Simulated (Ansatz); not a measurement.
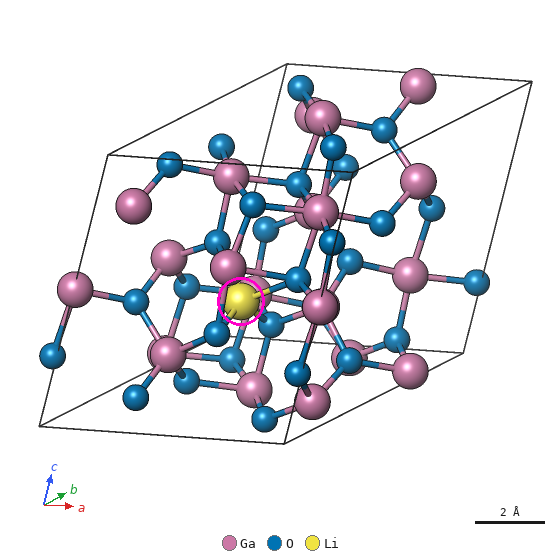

Drawn in the ball-and-stick manner and seen from a general direction. One supercell is framed, with atoms on its boundary repeated. The host is Ga2O3, in a cell of 40 sites, and the cell carries a charge of +1. A ring marks the defect's site.

Q: How does this supercell depart from the perfect host?

A: An interstitial lithium atom. It is bonded to four O at about 1.8 to 2.2 Å.

The atoms were relaxed in the host's cell with Ansatz 0.2.0, DFT PBE, scalar-relativistic, plane waves, PAW.
